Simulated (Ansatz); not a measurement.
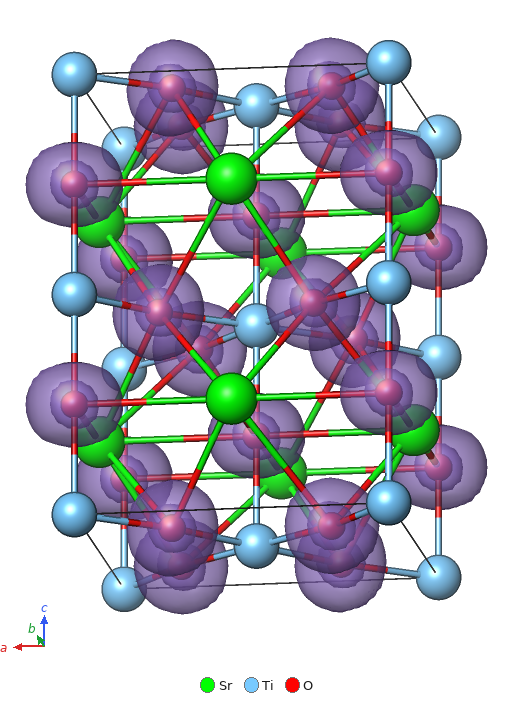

The picture shows: SrTiO3. Isosurface of the electron localisation function at 0.75 (purple), seen at an oblique angle. Only the valence region is drawn (cores and ρ < 0.01 e/Å³ removed). Sticks mark near contacts.

Space group I4/mcm; computed without spin polarisation.

The calculation used DFT PBEsol, scalar-relativistic, plane waves, PAW (Ansatz 0.2.0).

```yaml
crystal:
  lattice:
    - [5.48709, 0.00000, 0.00000]
    - [0.00000, 5.48709, 0.00000]
    - [0.00000, 0.00000, 7.80863]
  atoms:
    - { symbol: Sr, position: [0.00000, 0.50000, 0.25000] }
    - { symbol: Sr, position: [0.50000, 0.00000, 0.75000] }
    - { symbol: Sr, position: [0.50000, 0.00000, 0.25000] }
    - { symbol: Sr, position: [0.00000, 0.50000, 0.75000] }
    - { symbol: Ti, position: [0.00000, 0.00000, 0.00000] }
    - { symbol: Ti, position: [0.50000, 0.50000, 0.50000] }
    - { symbol: Ti, position: [0.00000, 0.00000, 0.50000] }
    - { symbol: Ti, position: [0.50000, 0.50000, 0.00000] }
    - { symbol: O, position: [0.00000, 0.00000, 0.25000] }
    - { symbol: O, position: [0.50000, 0.50000, 0.75000] }
    - { symbol: O, position: [0.00000, 0.00000, 0.75000] }
    - { symbol: O, position: [0.50000, 0.50000, 0.25000] }
    - { symbol: O, position: [0.22535, 0.72535, 0.00000] }
    - { symbol: O, position: [0.72535, 0.22535, 0.50000] }
    - { symbol: O, position: [0.27465, 0.22535, 0.00000] }
    - { symbol: O, position: [0.77465, 0.72535, 0.50000] }
    - { symbol: O, position: [0.77465, 0.27465, 0.00000] }
    - { symbol: O, position: [0.27465, 0.77465, 0.50000] }
    - { symbol: O, position: [0.22535, 0.27465, 0.50000] }
    - { symbol: O, position: [0.72535, 0.77465, 0.00000] }
```

### What do the ELF domains correspond to?

At this value the surface marks out twelve regions wrapped around O (the valence shell of each), counted in one cell of 20 atoms. Regions shared between cells count once.

Values along the shortest contacts:
Ti–O (1.95 Å): the ELF peaks at about 0.80 in the valence shell of O, 0.6 Å from its nucleus, and is about 0.20 at the midpoint: no localised pair shows between them. Sr–O (2.62 Å): the ELF peaks at about 0.80 in the valence shell of O, 0.7 Å from its nucleus, and drops to about 0.05 between the two atoms (a closed-shell, largely ionic contact).

### Does the calculation give a band gap?

It is gapped, with a Kohn–Sham gap of 2.0 eV on the k-point mesh (the band edges may lie off the mesh, which would make the gap smaller).
